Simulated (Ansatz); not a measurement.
# Converging the field response of a KF (001) film, part 3 of 3

Which settings does the induced dipole of a KF (001) film need, and which can be cut?

Ansatz 0.2.0; plane-wave DFT, PBE, Ansatz PAW (the session's first sound run).

So far, equivalent conductor thickness p/(ε₀AE) (Å): step 2 (run, setting first choice, PBE) 6.84; step 17 (single point, box 28.7 Å (run 7), PBE) 6.84; step 18 (single point, box 28.7 Å (run 8), PBE) 6.84; step 19 (LDA) 6.93; step 20 (r2SCAN) 6.59.

## 21. Run, box 28.7 Å (run 6)

This step: plane-wave DFT, PBE, norm-conserving (Ansatz 0.2.0).

input.yaml

```yaml
crystal:
  lattice:
    - [3.78302128, 0.0, 0.0]
    - [0.0, 3.78302128, 0.0]
    - [0.0, 0.0, 28.7]
  atoms:
    - { symbol: K, position: [0.5, 0.5, 0.3135888502] }
    - { symbol: F, position: [0.0, 0.0, 0.3135888502] }
    - { symbol: K, position: [0.0, 0.0, 0.4067944251] }
    - { symbol: F, position: [0.5, 0.5, 0.4067944251] }
    - { symbol: K, position: [0.5, 0.5, 0.5] }
    - { symbol: F, position: [0.0, 0.0, 0.5] }
    - { symbol: K, position: [0.0, 0.0, 0.5932055749] }
    - { symbol: F, position: [0.5, 0.5, 0.5932055749] }
    - { symbol: K, position: [0.5, 0.5, 0.6864111498] }
    - { symbol: F, position: [0.0, 0.0, 0.6864111498] }
kpoints:
  mp_grid: { grid: [8, 8, 1] }
hamiltonian:
  xc: pbe
  pseudopotentials: { kind: nc }
scf:
  occupations: { method: fixed }
  convergence: { dr2_threshold: 1.0e-10 }
efield:
  axis: 3
  dipole_correction: true
  ramp_position: 0.97
  ramp_width: 0.06
  amplitude: 0.1
output:
  write_potential: true
  write_density: true
  volumetric_format: npy
```

The run is started by

```
$ ansatz run input.yaml --threads 4 --pin off --max-ram 6144MiB --backend cpu --events-out ev --progress --plain --runs-dir out
```

Numbers of over 12 decimals in the logs are rounded to 6 here.

Log:

```text
[...]
Crystal: 10 atoms, lattice volume = 410.733 Å³
Basis set: ecut = 1320 eV, 44723 PW (Γ)
Bands: 50, of which v1, the nominal top of the filled ones, is band 40 counted from 1 (39 counted from 0)
Symmetry: 8 space group operations
k-points: 15 of 64
[...]
k-point 0: bands = [... 36 lower, -2.5668, -2.3675, -2.1792, -2.1792, 2.4261, 3.2842, 3.4183, 3.9702, ... 6 higher]
  k-point 1: bands = [... 36 lower, -2.6111, -2.3656, -2.2722, -2.2235, 2.6036, 3.4818, 3.6034, 4.2082, ... 6 higher]
  k-point 2: bands = [... 36 lower, -2.7166, -2.4796, -2.3648, -2.3289, 3.1095, 4.0162, 4.1302, 4.8635, ... 6 higher]
  k-point 14: bands = [... 36 lower, -2.6706, -2.2985, -2.2985, -2.2872, 5.6421, 5.6421, 6.1392, 6.1392, ... 6 higher]
[key lines of the parts left out:]
SCF converged after 13 iterations
Free energy (F): -7276.356254 eV
Fermi energy:    -2.179214 eV
Dipole field:    D = 0.023832 V/Å  (p = 0.054095 e·Å, saw-weighted, corrected)
```

Elapsed: 23 s, on 4 threads of AMD EPYC 9R45, shared host; peak memory 3.4 GiB; 90 s of CPU time.

The dipole corresponds to a conductor 6.840 Å thick, -0.02 % from the first choice, at 6.8 times its CPU time.

## 22. Single point, box 28.7 Å (run 11)

This step: plane-wave DFT, PBE, JTH PAW (Ansatz 0.2.0).

Changes to input.yaml since step 21:

```diff
@@ -20,3 +20,3 @@
   xc: pbe
-  pseudopotentials: { kind: nc }
+  pseudopotentials: { kind: paw, source: jth }
 scf:
```

Log:

```text
[...]
k-point 0: bands = [... 36 lower, -2.5905, -2.3908, -2.2033, -2.2033, 2.4024, 3.2615, 3.3928, 3.9468, ... 6 higher]
  k-point 1: bands = [... 36 lower, -2.6340, -2.3887, -2.2958, -2.2468, 2.5799, 3.4592, 3.5778, 4.1850, ... 6 higher]
  k-point 2: bands = [... 36 lower, -2.7378, -2.5020, -2.3874, -2.3506, 3.0859, 3.9937, 4.1045, 4.8409, ... 6 higher]
  k-point 14: bands = [... 36 lower, -2.6940, -2.3224, -2.3224, -2.3104, 5.6218, 5.6218, 6.1183, 6.1183, ... 6 higher]
[key lines of the parts left out:]
SCF converged after 13 iterations
Free energy (F): -11742.620970 eV
Fermi energy:    -2.203273 eV
Dipole field:    D = 0.023796 V/Å  (p = 0.054014 e·Å, saw-weighted, corrected)
```

The job ended after 28 s (4 threads; peak memory 4.3 GiB; 1.8 min of CPU time).

The dipole corresponds to a conductor 6.830 Å thick, -0.17 % from the first choice, at 8.2 times its CPU time.

## 23. Comparing the runs

Times are for 4 threads of AMD EPYC 9R45, shared host. Results by setting:

```
no.                         setting  equivalent conductor thickness p/(ε₀AE) (Å)    time  memory (GiB)
  1                    first choice                                        6.841   3.5 s           0.9
  2                   cutoff 250 eV                                        6.800   1.8 s          0.57
  3                   cutoff 330 eV                                        6.835   2.6 s          0.74
  4                   cutoff 600 eV                                        6.843   6.2 s           1.3
  5                        mesh 1x1                                        7.558  0.53 s          0.42
  6                        mesh 2x2                                        6.855  0.78 s          0.63
  7                        mesh 4x4                                        6.841   1.4 s          0.72
  8                      mesh 16x16                                        6.841    10 s           1.3
  9                     vacuum 10 Å                                        6.839   2.4 s          0.75
 10                     vacuum 14 Å                                        6.842     3 s          0.82
 11                     vacuum 26 Å                                        6.842   4.6 s           1.1
 12                 field 0.005 V/Å                                        6.841   3.5 s          0.91
 13                  field 0.03 V/Å                                        6.841   3.3 s          0.90
 14                   field 0.3 V/Å                                        6.846   3.6 s          0.90
 15          SCF threshold 1e-04 eV                                        6.832   3.3 s          0.90
 16          SCF threshold 1e-06 eV                                        6.842   3.7 s          0.89
 17          SCF threshold 1e-08 eV                                        6.841   3.5 s          0.90
 18        LDA, Ansatz PAW (420 eV)                                        6.934   3.6 s          0.89
 19     r2SCAN, Ansatz PAW (500 eV)                                        6.592   6.9 s           1.7
 20  PBE, norm-conserving (1320 eV)                                        6.840    23 s           3.4
 21          PBE, JTH PAW (1500 eV)                                        6.830    28 s           4.3
```

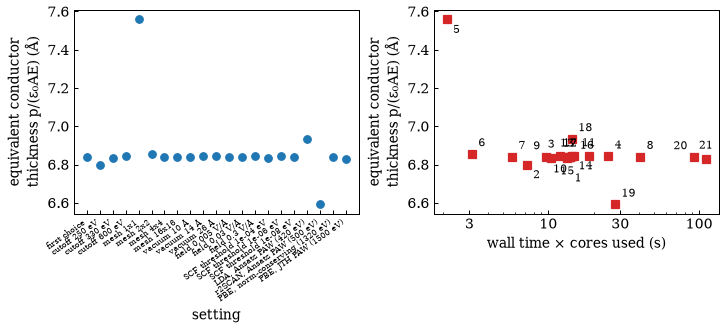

The series as plots; the last panel sets the first result against cost, with the runs numbered as in the table.

## 24. Outcome

| Item | Value |
| --- | --- |
| equivalent conductor thickness, first choice | 6.841 Å |
| equivalent conductor thickness, cutoff 600 eV | 6.843 Å |
| equivalent conductor thickness, mesh 1x1 | 7.558 Å |
| equivalent conductor thickness, vacuum 26 Å | 6.842 Å |
| equivalent conductor thickness, LDA, Ansatz PAW (420 eV) | 6.934 Å |
| equivalent conductor thickness, r2SCAN, Ansatz PAW (500 eV) | 6.592 Å |

What this shows: The first choice gives 6.84 Å. Numerical settings off by more than 1 % against it: mesh 1x1 (+10.5 %). The cheapest single change that stays within 0.5 % is mesh 2x2, at 20 % of the CPU time. Functionals and files move it by +1.4 % (LDA, Ansatz PAW (420 eV)), -3.6 % (r2SCAN, Ansatz PAW (500 eV)), under 0.1 % (PBE, norm-conserving (1320 eV)) and -0.2 % (PBE, JTH PAW (1500 eV)). The film is symmetric and its atoms are held, so the dipole is the electronic response to the field alone. Times of a few seconds on a shared host rank the settings only roughly. In 2 runs of the series (cutoff 250 eV and vacuum 10 Å) the program warns that electrons reach the sawtooth's ramp, which makes dipole and work function less sure.

[Logs are printed without paths, hosts, clocks, repeated set-up lines and the standing remarks that a program may print on its own settings, such as how far it seeks lower states.]

[Hosts, paths, dates, database ids (printed as entryN), source tags and the programs' standing remarks are cut or masked in the printed files.]

[Maps of the electrostatic potential energy from Ansatz leave out the sawtooth potential of an applied field or a dipole correction, so their vacuum need not be flat; planar profiles and work functions include it.]
